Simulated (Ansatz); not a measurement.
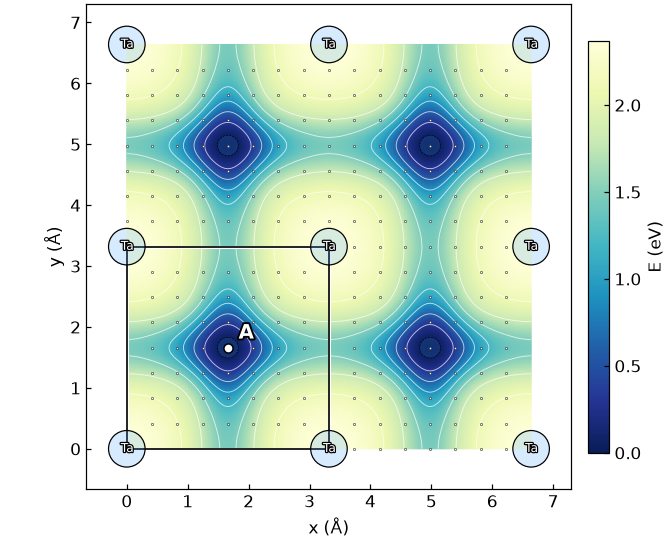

S on a Ta(100) slab cut from the Im-3m phase, its upper half relaxed before the scan (4 atoms of substrate and one adsorbate in a 1 × 1 cell). 
- S is moved over the surface cell; relaxed at each place: the height of the adsorbate's atoms; substrate rigid; the origin of the map has the adsorbate above Ta4.
- Places are given modulo a cell vector. The map is drawn in real space over the plane of the surface.
- The grid has 8 × 8 points; 15 points were computed and 49 follow by symmetry.
- All energies are given in eV relative to the lowest grid point.
- With one adsorbate in each 1 × 1 cell, its nearest image is 3.3 Å away, so neighbouring adsorbates interact.
- All numbers below come from DFT PBE, scalar-relativistic, plane waves, PAW in Ansatz. Settings: cutoff 420 eV, k-mesh 8×8×1, gaussian smearing 0.1 eV, no spin polarisation.

In the figure: a smooth colour map with a few white contour lines, dots at the grid points, labelled circles for the atoms of the top layer and small ones for the second layer, the outline of one cell of the 2 × 2 shown, the point A. Between grid points the surface is interpolated.

Q: Find the lowest pass out of the well at A.

A: The easiest path leads from the well at a fourfold hollow over a second-layer Ta atom, (4/8, 4/8) of the cell vectors to its copy one period on. Its highest point lies about 1.5 eV above the bottom of the first well on the interpolated surface, at a bridge site between two Ta atoms, (0/8, 4/8) of the cell vectors. This is the barrier on the constrained surface; relaxing the other coordinates would change it.

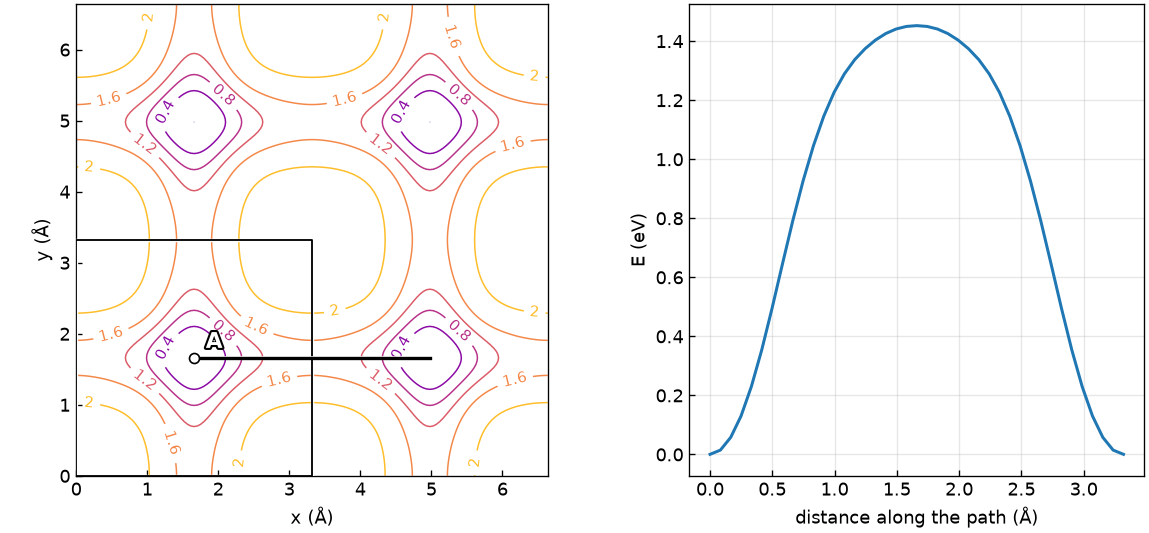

The picture shows contour lines labelled in eV, a line along the lowest path, the outline of one cell of the 2 × 2 shown, the energy along the path at the right. Between grid points the surface is interpolated.

PAW datasets: the set soft_1.
